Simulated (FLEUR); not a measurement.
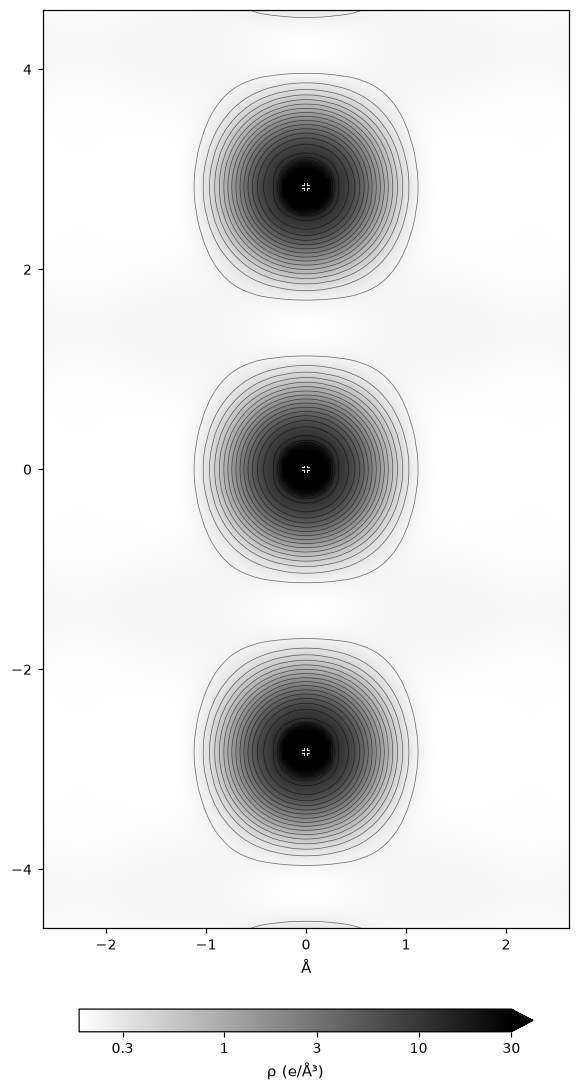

The total electron density on a plane through atoms (crosses mark nuclei in the plane).

Method: Kohn-Sham DFT of a periodic cell, r2SCAN, all-electron in FLEUR MaX-R8.1 (later development tree).

Candidates:
A. Ge, a = 4.99 Å, b = 5.30 Å, c = 2.87 Å, α = 90.00°, β = 90.00°, γ = 90.00°. Space group Imma; a structure from a database of computed crystals, not necessarily the ambient phase.
B. Ti, a = 4.57 Å, b = 4.57 Å, c = 2.83 Å, α = 90.00°, β = 90.00°, γ = 120.00°. Space group P6/mmm; a structure from a database of computed crystals, not necessarily the ambient phase.

**Which candidate gave the map?**

Candidate B: Ti on the (100) plane of the conventional cell, which holds Ti. Ti–Ti (2.83 Å): the density is about 0.19 e/Å³ at the midpoint.
